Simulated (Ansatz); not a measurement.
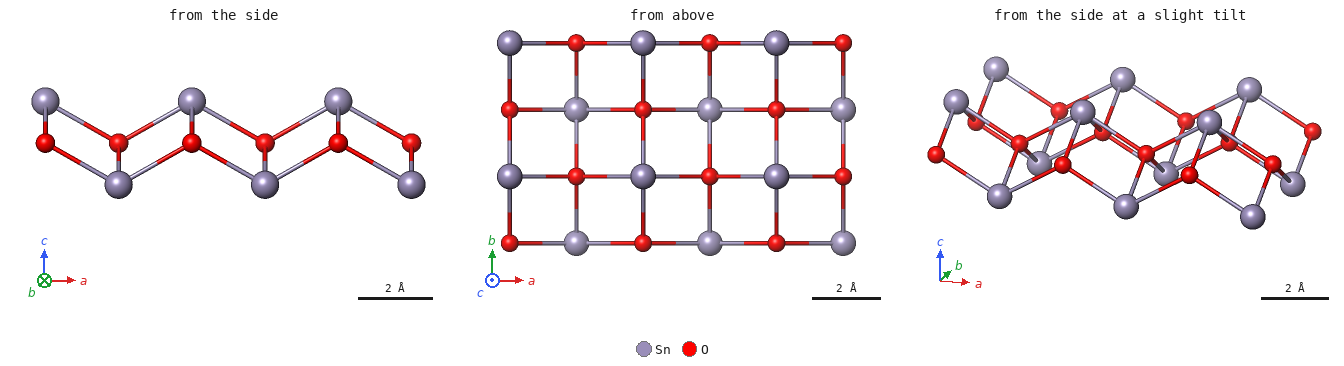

A ball-and-stick picture of a periodic sheet, seen from the side, from above and from the side at a slight tilt. The surface normal points up in side views; the vacuum is left out. 3×2 cells are drawn in the plane, with atoms at the edges repeated.

The cell holds 2 Sn, 2 O.

Question: What do the upper and lower surfaces expose?

Answer: The top face ends in Sn, the bottom face in Sn. The two faces are alike.

Question: What is the slab's thickness, atom centre to atom centre?

Answer: About 2.3 Å from the lowest to the highest atom.

Question: State the number of planes and their content from above.

Answer: Three planes: Sn / O / Sn.

Question: Give the coordination of the atoms.

Answer: The Sn atoms are each bonded to four O at about 2.3 Å. Around each O lie four Sn in a distorted tetrahedral arrangement at about 2.3 Å. The bonds build SnO layers parallel to the surface.

It goes back to a structure listed in the Materials Project, from which a slab or single sheet was cut. The cell was then strained or its atoms displaced on purpose. The atoms were relaxed in a fixed cell with Ansatz, DFT PBE+D3(BJ), scalar-relativistic, plane waves, PAW.
